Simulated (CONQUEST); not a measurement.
Run report: SiC, density-of-states run

- system: SiC (P1, 8 atoms in the cell)
- method: Kohn-Sham DFT of a periodic cell, revPBE, PseudoDojo NC PBE, no spin polarisation (CONQUEST 1.3)

The structure derives from an entry of the Crystallography Open Database. It belongs to a series of runs on one base structure; here: atoms moved at random by about 0.02 A.

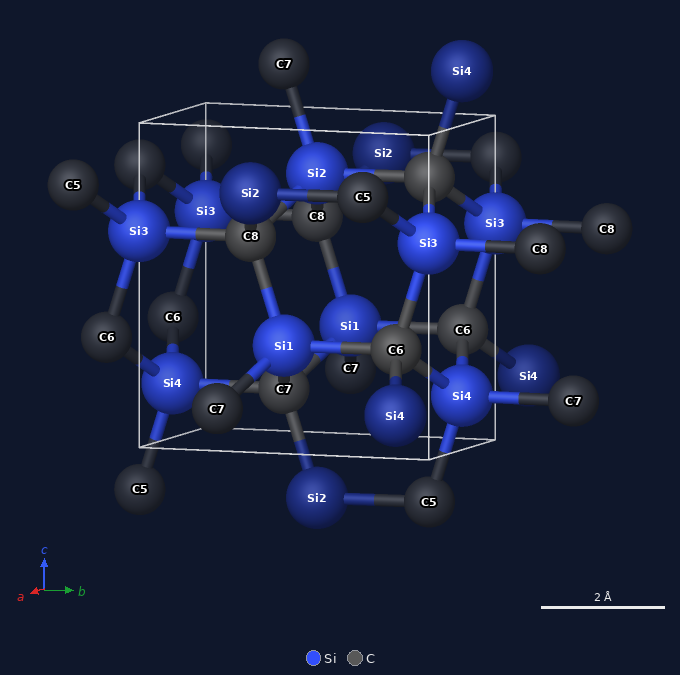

Figure 1. The structure as given in the input (ball-and-stick view of the cell of the calculation, seen slightly off an axis; neighbours outside the cell are drawn fainter; atoms are numbered from 1 in the order of the input). Near neighbours in the crystal (not all of them lie inside the picture): Si has 4 C at 1.86 to 1.95 Å; C has 4 Si at 1.86 to 1.95 Å.

**Input**
```
IO.Title SiC
IO.Coordinates coords.dat
IO.FractionalAtomicCoords F
IO.Iprint 2
IO.Iprint_init 1
General.NumberOfSpecies 2
General.PseudopotentialType hamann
General.FunctionalType 102
General.DifferentFunctional T
AtomMove.TypeOfRun static
AtomMove.FullStress T
Grid.GridCutoff 120
DM.SolutionMethod diagon
Diag.MPMesh T
Diag.GammaCentred T
Diag.MPMeshX 6
Diag.MPMeshY 4
Diag.MPMeshZ 4
Diag.kT 0.00099223
minE.SCTolerance 1e-6
SC.MaxIters 100
IO.AtomChargeOutput T
IO.writeDOS T
IO.write_proj_DOS T
IO.DumpChargeDensity T
IO.DumpTotPot T
%block ChemicalSpeciesLabel
1 28.090 Si
2 12.010 C
%endblock
```

Run as:
```bash
Conquest, then PostProcessCQ with the Process lines added to Conquest_input
```

**Output**
```
Simulation cell dimensions:     5.8128 a0 x     9.5393 a0 x    10.0681 a0

      Atomic coordinates (a0)
         Atom         X         Y         Z  Species
            1    0.0165    4.7774    3.3557        1
            2    2.9229    4.7774    8.3898        1
            3    0.0101    0.0090    6.7187        1
            4    2.9165    0.0090    1.6847        1
            5    2.9011    8.4651    8.4106        2
            6    5.8075    8.4651    3.3766        2
            7    2.8979    3.6733    1.6644        2
            8    5.8043    3.6733    6.6984        2

         Monkhorst-Pack mesh:   6 x   4 x   4 gamma-centred
        This calculation includes non-local pseudopotentials,
         with a maximum core radius of      7.12043063

    Job title: SiC
    Job to be run: static calculation

    Ground state search:
      Support functions represented with PAO basis
      1:1 PAO to SF mapping
      Non-spin-polarised electrons
      Solving for the K matrix using diagonalisation
      Using Fermi-Dirac smearing

    Integration grid size:     32 x   48 x   60

    Integration grid spacing:  0.182 a0 x 0.199 a0 x 0.168 a0

    Number of species:  2
    --------------------------------------------------------
    |   #  mass (au)  Charge (e)  SF Rad (a0)  NSF  Label  |
    --------------------------------------------------------
    |   1     28.090       4.000        7.353    4  Si     |
    |   2     12.010       4.000        6.558    4  C      |
    --------------------------------------------------------
          SCF tolerance:                 0.00000100
          SCF iterations:               100

    The functional used will be GGA revPBE98

           radial cut-off to be used is taken to be max PAO cut-off radius for this species:    7.120431

           greatest ang. mom. for making density from PAOs:  1

           radial cut-off to be used is taken to be max PAO cut-off radius for this species:    6.247137

           greatest ang. mom. for making density from PAOs:  1
    Minimum blocs/proc is     1440. Maximum blocs/proc is     1440
    set_atom_dens: In set_atomic_density, electrons :      32.000000000000
 matrix_size & matrix_size_padH =           32          32

    Screened ion int: energy:     -25.353185025889 Ha

    new_SC_potl: Starting.  Tolerance:  0.10000E-05

    PulayMixSC: Starting Pulay mixing, A_up =  0.500 A_dn =  0.500
    PulayMixSC: Spin non-polarised calculation.
          Harris-Foulkes Energy            :       -40.994240340637937 Ha
          (TS=0 as O(N) or entropic contribution is negligible)
          DFT Total Energy                 :       -40.395849944697559 Ha
          Total number of electrons        :        31.999999999999527
    PulayMixSC: Pulay iteration     1 residual:              0.11367E-01
          Harris-Foulkes Energy            :       -40.734108000760550 Ha
          (TS=0 as O(N) or entropic contribution is negligible)
          DFT Total Energy                 :       -40.721593038862665 Ha
          Total number of electrons        :        32.000001082208890
    PulayMixSC: Pulay iteration     2 residual:              0.24239E-02
          Harris-Foulkes Energy            :       -40.728718744513756 Ha
          (TS=0 as O(N) or entropic contribution is negligible)
          DFT Total Energy                 :       -40.728716403558934 Ha
          Total number of electrons        :        31.999998015699799
    PulayMixSC: Pulay iteration     3 residual:              0.79663E-03
          Harris-Foulkes Energy            :       -40.728722830268850 Ha
          (TS=0 as O(N) or entropic contribution is negligible)
          DFT Total Energy                 :       -40.728720432786375 Ha
          Total number of electrons        :        31.999995165641188
    PulayMixSC: Pulay iteration     4 residual:              0.23938E-04
          Harris-Foulkes Energy            :       -40.728721742414905 Ha
          (TS=0 as O(N) or entropic contribution is negligible)
          DFT Total Energy                 :       -40.728721656730031 Ha
          Total number of electrons        :        31.999995245921777
    PulayMixSC: Pulay iteration     5 residual:              0.49856E-05
          Harris-Foulkes Energy            :       -40.728721710742064 Ha
          (TS=0 as O(N) or entropic contribution is negligible)
          DFT Total Energy                 :       -40.728721704036374 Ha
          Total number of electrons        :        31.999995267062857
    PulayMixSC: Pulay iteration     6 residual:              0.20861E-05
          Harris-Foulkes Energy            :       -40.728721707627358 Ha
          (TS=0 as O(N) or entropic contribution is negligible)
          DFT Total Energy                 :       -40.728721707644809 Ha
          Total number of electrons        :        31.999995285480693
    PulayMixSC: Pulay iteration     7 residual:              0.19599E-06
    PulayMixSC: Reached SCF tolerance of  0.19599E-06 after      7 iterations
      | Number of electrons      =        31.999995
      |* band energy as 2Tr[K.H] =       -15.091943186001481 Ha
      |  screened ion-ion energy =       -25.353185025889193 Ha
      |  Ha correction           =        -1.466564299008678 Ha
      |  XC correction           =         1.182970394549846 Ha
      |* Harris-Foulkes energy   =       -40.728721707627358 Ha
      |* DFT total energy        =       -40.728721707644809 Ha
      |  estimated accuracy      =         0.000000000017451 Ha
    get_E_and_F: Change in energy during last step of electronic optimisation:  0.31147E-08

    BIBLIOGRAPHY: Please consider citing the following references in the conquest.bib file

    CONQUEST:         Bowler2002pt, Miyazaki2004, Nakata2020
    Basis:            Bowler2019
    DM:               Bowler:2006xr
    Pseudopotentials: Hamann2013, Bowler2019
    XC functional:    Zhang1998

    Warnings written to file Conquest_warnings; please check
```

**File coords.dat**
```
    5.8127975593     0.0000000000     0.0000000000
    0.0000000000     9.5393374771     0.0000000000
    0.0000000000     0.0000000000    10.0680607067
8
  0.0164967195   4.7774051412   3.3557349739 1 T T T
  2.9228954991   4.7774051412   8.3897653272 1 T T T
  0.0100532334   0.0090051346   6.7187239855 1 T T T
  2.9164520131   0.0090051346   1.6846936321 1 T T T
  2.9011091339   8.4650745265   8.4106364171 2 T T T
  5.8075079136   8.4650745265   3.3766060637 2 T T T
  2.8979120952   3.6733222216   1.6643712516 2 T T T
  5.8043108749   3.6733222216   6.6984016049 2 T T T
```

**File PostProcessCQ.log**
```
CONQUEST charge density conversion and STM image simulation

D. R. Bowler (UCL) and A. Nakata (NIMS)

  Creating projected density of states (pDOS); also generating DOS

  Calculating density of states (DOS)
    Reading k-points from eigenvalues file, not setting from input file
    Fermi level:     -0.04846 Ha   (=    -1.319 eV)
  Reading bands between   -0.100E+13Ha and    0.100E+13Ha
  Bands     1 to    32 were written out by CONQUEST
  DOS lower limit set by user:     -0.84850 Ha
  DOS upper limit set by user:      0.45150 Ha
  Sigma set by user:     0.003000 Ha
  Dividing DOS into   301 bins of width     0.004413 Ha
 iDOS_low is    0.0000000000000000
  DOS between      -0.861 Ha and Ef integrates to       32.000 electrons
  DOS between      -0.861 Ha and       0.464 Ha integrates to       64.000 electrons

  Calculating projected density of states (DOS)
    Resolving in l
    Producing pDOS for all atoms in cell
  Opening block file: hilbert_make_blk.dat
  Original run on        1 processors
  Results of integrating pDOS between      -0.861 and       0.464 Ha (electrons per atom).
       Atom       Total        l=0        l=1        l=2
          1       3.042      1.051      1.992
          2       3.042      1.051      1.992
          3       3.035      1.046      1.989
          4       3.035      1.046      1.989
          5       4.962      1.360      3.602
          6       4.962      1.360      3.602
          7       4.961      1.360      3.601
          8       4.961      1.360      3.601
  Integrated pDOS:      32.000 electrons
```

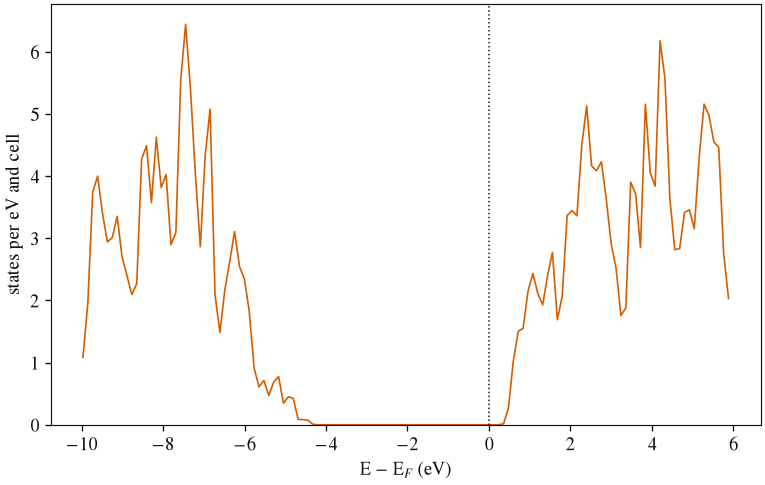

Figure 2. Density of states from the levels on the mesh of the run, whose fine structure reflects that mesh, with energies from the Fermi level of the run. At the top of the window the curve may fall because the computed bands end.

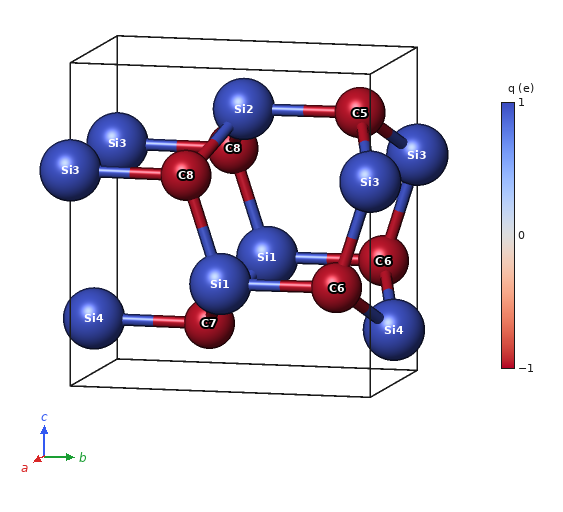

Figure 3. Mulliken charges, as the colour of each atom (ball-and-stick view of the cell of the calculation, seen slightly off an axis; atoms are numbered from 1 in the order of the input). By element: Si +0.96 and C −0.96 e.

**Results in brief**

| quantity | value |
| --- | --- |
| outcome | converged |
| space group (tolerance 0.01 Å) | P1 (1) |
| electrons treated | 32 |
| free energy | −1108.2850 eV |
| Fermi energy of the self-consistent step | −1.319 eV |
| gap on the k-point mesh | 5.07 eV |
| hardware | 1 thread of AMD EPYC (Zen 5), 16 GiB of memory available, shared host |
| wall time | 6.4 s |
| peak memory | 0.27 GiB |

Further notes kept with the run: read_and_write: Functional in input file differs to pseudopotential but proceeding: 102 101. Points of doubt noted for this run: potential of other functional; small atomic basis.
